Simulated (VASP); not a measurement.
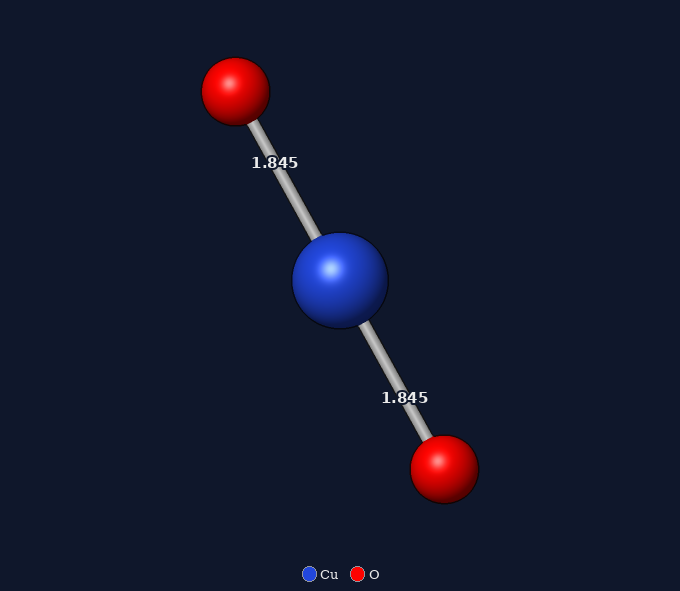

The surroundings of site Cu1 (at 0.750, 0.250, 0.750) in Cu₂O (Pn-3m), with bond lengths in Å.

Origin of the cell: an entry of the Crystallography Open Database, as set up for an electronic-structure calculation.

```yaml
crystal:
  lattice:
    - [4.26000, 0.00000, 0.00000]
    - [0.00000, 4.26000, 0.00000]
    - [0.00000, 0.00000, 4.26000]
  atoms:
    - { symbol: Cu, position: [0.75000, 0.25000, 0.75000] }
    - { symbol: Cu, position: [0.75000, 0.75000, 0.25000] }
    - { symbol: Cu, position: [0.25000, 0.75000, 0.75000] }
    - { symbol: Cu, position: [0.25000, 0.25000, 0.25000] }
    - { symbol: O, position: [0.50000, 0.50000, 0.50000] }
    - { symbol: O, position: [0.00000, 0.00000, 0.00000] }
```

Bond valence s = exp((R0 − d)/b), R0 fitted to published crystal structures with b = 0.37 Å, summed over all anions within 5 Å; R0 in Å: Cu+–O 1.566; Cu2+–O 1.664.

Question: Which oxidation state of Cu do these bonds support?

Answer: With the Cu+ parameters the computed sum is 2 × 0.470 = 0.94. With the Cu2+ parameters the computed sum is 2 × 0.613 = 1.23. The sum matches its own assumption best for Cu+, which also balances the formula's charge.

Question: And over the whole structure?

Answer:
```csv
site,"x, y, z",formal valence,bond-valence sum,difference
Cu1,"0.750, 0.250, 0.750",+1,0.97,-0.03
O1,"0.500, 0.500, 0.500",−2,1.95,-0.05
```

These sums include all anions within 5 Å. The global instability index (root mean square of the differences over all atoms) is 0.04 v.u.: little strain. The cell was not relaxed for this table, and a volume that is off by a few per cent shifts all sums together.
